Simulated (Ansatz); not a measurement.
**MnS: density, localisation and related maps**

Input file:

```
crystal:
  lattice:
    - [0.0, 2.8233573086, 2.8233573086]
    - [2.8233573086, 0.0, 2.8233573086]
    - [2.8233573086, 2.8233573086, 0.0]
  atoms:
    - { symbol: Mn, position: [0.0, 0.0, 0.0], spin: 4.76 }
    - { symbol: S, position: [0.25, 0.25, 0.25], spin: 0.12 }
basis:
  ecutwfc: 500
kpoints:
  mp_grid: { grid: [12, 12, 12] }
  band_path:
    path:
      - [[0.0, 0.0, 0.0], [-0.5, -0.5, 0.0], [-0.375, -0.375, 0.25]]
      - [[-0.375, 0.0, 0.375], [0.0, 0.0, 0.0], [0.0, 0.0, 0.5], [-0.5, -0.25, 0.25], [-0.5, -0.5, 0.0]]
    npoints: 14
hamiltonian:
  xc: r2scan
scf:
  occupations: { method: gaussian, width: 0.02 }
  n_extra_bands: 6
output:
  forces: true
  stress: true
  eigenvalues: true
  populations: true
  dos: { projected: true, de: 0.02, nscf_kmesh: { grid: [18, 18, 18] } }
  bader: true
  write_density: true
  write_potential: true
  elf: true
  volumetric_format: npy
magnetization:
  spin_polarized: true
checkpoint:
  read: start.run
  write: ck
  compress: false
  write_wavefunctions: false
  write_every: 100000
```

Command:

```sh
ansatz run input.yaml --threads 1 --pin off --max-ram 2560MiB --backend cpu --events-out ev --progress --plain --runs-dir out
```

Below, planes, directions and counts refer to the conventional cell (a = 5.65 Å, b = 5.65 Å, c = 5.65 Å, α = 90.00°, β = 90.00°, γ = 90.00°).

Space group F-43m; spin-polarised.

Computed with DFT r2SCAN, scalar-relativistic, plane waves, PAW (Ansatz 0.2.0).

The density is the valence pseudo-density of a PAW calculation; it isn't the true density close to the nuclei.

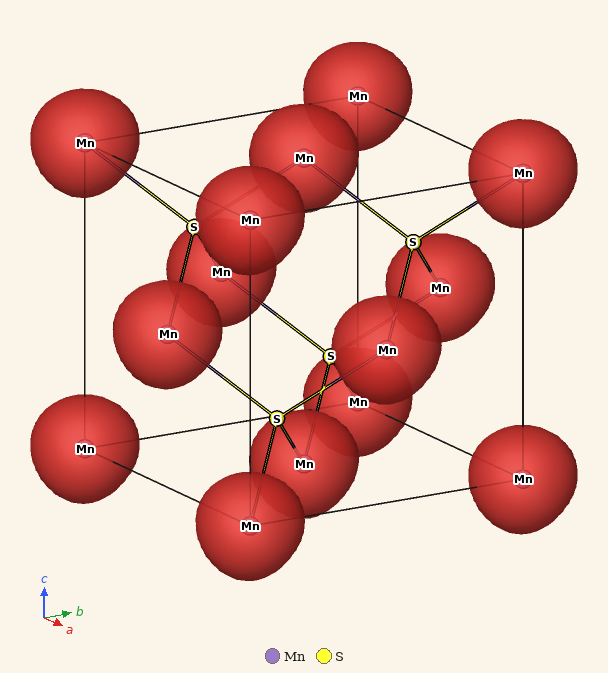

Figure 1. Isosurface of the spin density at +0.2 e/Å³ (red), seen at an oblique angle. Sticks mark near contacts.

**Describe the spin distribution.**

The spin density sits on Mn: +4.3 μB (×4) in one cell of 8 atoms, with smaller moments on S (up to +0.10 μB): parallel main moments, as they must be, since the calculation's own cell holds one magnetic site. The cell of the calculation (2 atoms) carries 5.0 μB of net spin moment.

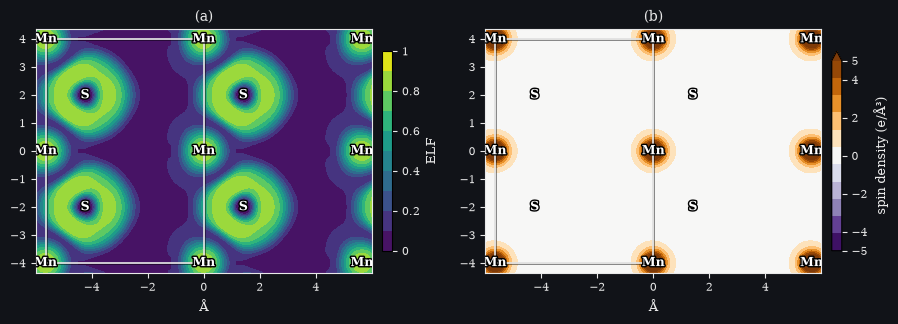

Figure 2. (a) electron localisation function; (b) spin density (up minus down) on the (110) plane of the conventional cell.

**Interpret the plot.**

Atoms in the plane: Mn and S.
Mn–S (2.45 Å): the ELF peaks at about 0.90 in the valence shell of S, 0.8 Å from its nucleus, and is about 0.50 at the midpoint.
The features right at Mn lie inside the PAW spheres, where the map follows smoothed inner orbitals and isn't to be read closely.

**Does the calculation make it a metal, or give it a gap?**

It is gapped, with a Kohn–Sham gap of 0.73 eV on the k-point mesh, an upper bound to the gap of this method.

**Which way does charge flow, and how much by Bader's partition?**

Electrons move from Mn towards S. Bader charges: Mn +1.25 and S −1.25 e.
